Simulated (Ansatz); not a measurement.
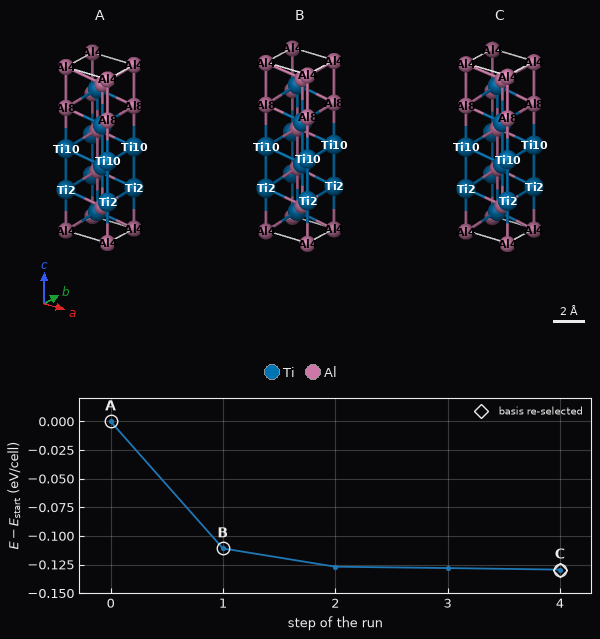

Frames of a relaxation of an interface cell of composition TiAl, marked on the history of the run. A ball-and-stick model of the cell of the calculation, seen slightly off an axis.

Case: antiphase boundary on (1 1 1), species swapped.

Theory: Ansatz 0.2.0, DFT PBE, scalar-relativistic, plane waves, PAW.

Input file:
```yaml
crystal:
  lattice:
    - [4.5061138822, 0.0, 0.0]
    - [-2.2530569411, 3.9024090943, 0.0]
    - [0.0, 0.0, 11.0376797342]
  atoms:
    - { symbol: Ti, position: [0.3333333333, 0.6666666667, 0.0833333333] }
    - { symbol: Ti, position: [1.0, 0.0, 0.25] }
    - { symbol: Ti, position: [0.6666666667, 0.3333333333, 0.4166666667] }
    - { symbol: Al, position: [0.0, 0.0, 0.0] }
    - { symbol: Al, position: [0.6666666667, 0.3333333333, 0.1666666667] }
    - { symbol: Al, position: [0.3333333333, 0.6666666667, 0.3333333333] }
    - { symbol: Al, position: [0.3333333333, 0.6666666667, 0.5833333333] }
    - { symbol: Al, position: [1.0, 0.0, 0.75] }
    - { symbol: Al, position: [0.6666666667, 0.3333333333, 0.9166666667] }
    - { symbol: Ti, position: [1.0, 1.0, 0.5] }
    - { symbol: Ti, position: [0.6666666667, 0.3333333333, 0.6666666667] }
    - { symbol: Ti, position: [0.3333333333, 0.6666666667, 0.8333333333] }
basis:
  ecutwfc: 420
kpoints:
  mp_grid: { grid: [12, 12, 3] }
hamiltonian:
  xc: pbe
scf:
  occupations: { method: gaussian, width: 0.1 }
output:
  forces: true
  stress: true
  eigenvalues: true
  populations: true
  write_density: true
  write_potential: true
  elf: true
  volumetric_format: npy
relax:
  adjacent_minimum: "off"
  f_tol: 0.02
  max_steps: 45
  cell: { fix: [a, b, alpha, beta, gamma], stress_tol: 0.1 }
```

Launched with:
```bash
ansatz run input.yaml --threads 2 --pin off --max-ram 5120MiB --backend cpu --events-out ev --progress --plain --runs-dir out
```

**What happens along the run?**

The largest moves relative to the cell, 0.070 Å, are those of Al4 and Al9. Al4 goes along −c. Largest moves by element: Al 0.070 Å, Ti 0.014 Å. Cell: a = b unchanged at 4.506 Å, c 11.038 → 11.290 Å (+2.3 %). Volume +2.3 %. Among the contacts that change: Al7–Ti12 2.759 → 2.899 Å, Al6–Al7 2.759 → 2.689 Å, Ti1–Ti12 2.759 → 2.803 Å, Al4–Al8 2.759 → 2.800 Å. The energy falls by 0.129 eV per cell of the calculation in 3 accepted moves (4 points after the start). The largest force component goes from 0.63 to 0.0096 eV/Å. The pressure goes from 0.99 to −1.45 GPa. At 1 point the geometry stayed and the basis and grid were re-selected for the new cell (energy shift of 1.4 meV per cell of the calculation at most each time). From step 0 to 1: Al atoms move most (0.10 Å), volume +2.9 %, energy −0.111 eV per cell of the calculation. From step 1 to 4: Al atoms move most (0.03 Å), volume −0.6 %, energy −18.5 meV per cell of the calculation.

| step | E − E(0), meV/atom | largest force component, eV/Å | pressure, GPa | volume, Å³/atom | note |
| --- | --- | --- | --- | --- | --- |
| 0 | 0.00 | 0.6276 | 0.99 | 16.175 |  |
| 1 | -9.24 | 0.2441 | -2.03 | 16.647 |  |
| 2 | -10.57 | 0.0682 | -1.54 | 16.557 |  |
| 3 | -10.67 | 0.0096 | -1.46 | 16.544 |  |
| 4 | -10.78 | 0.0096 | -1.45 | 16.544 | same geometry, new basis |
